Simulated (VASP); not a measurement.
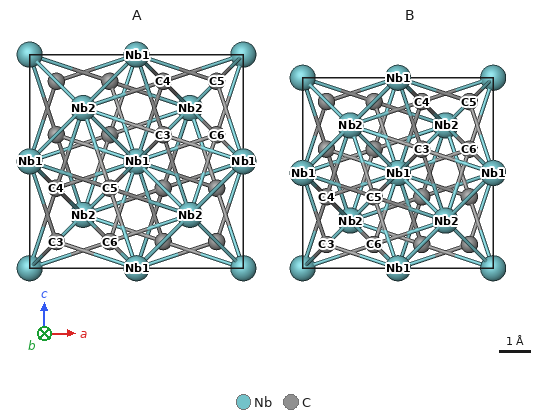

Two geometries of crystalline NbC$_{2}$ (a generated structure, set up in Fd-3m), drawn at one scale. One is the start of a relaxation, the other its converged end. A ball-and-stick model of the conventional cell (4 times the calculation's cell), seen along the b axis. Lengths and directions refer to the drawn axes.

Level of theory: Kohn-Sham DFT of a periodic cell, PBE, VASP PAW PBE potentials, recommended (VASP 6.6.1). (plane-wave cutoff 520 eV; k-point mesh 4 × 4 × 4; occupations gaussian; smearing width 0.15 eV; no spin polarisation)

### Which of the two is the end point?

Structure B is the relaxed one. The run lets cell and atoms move. The energy falls by 593 meV per atom in 2 geometry steps. All forces vanish by symmetry, so only the cell relaxes. The pressure goes from −34.79 to 0.73 GPa. The atoms keep their places relative to the cell (all moves are under 0.005 Å). The drawn cell changes as follows: a = b = c 6.910 → 6.161 Å (−10.8 %); the volume changes by −29.1 %. Among the contacts that change: Nb1–Nb2 2.992 → 2.668 Å, Nb1–C3 2.865 → 2.554 Å. The space group stays Fd-3m (No. 227). The volume changes by over a tenth within one run on a fixed set of plane waves, so the end point should be relaxed again from the new cell. It ran on 1 thread of Intel(R) Xeon(R) Platinum 8259CL CPU @ 2.50GHz (Skylake/Cascade Lake) (shared host).
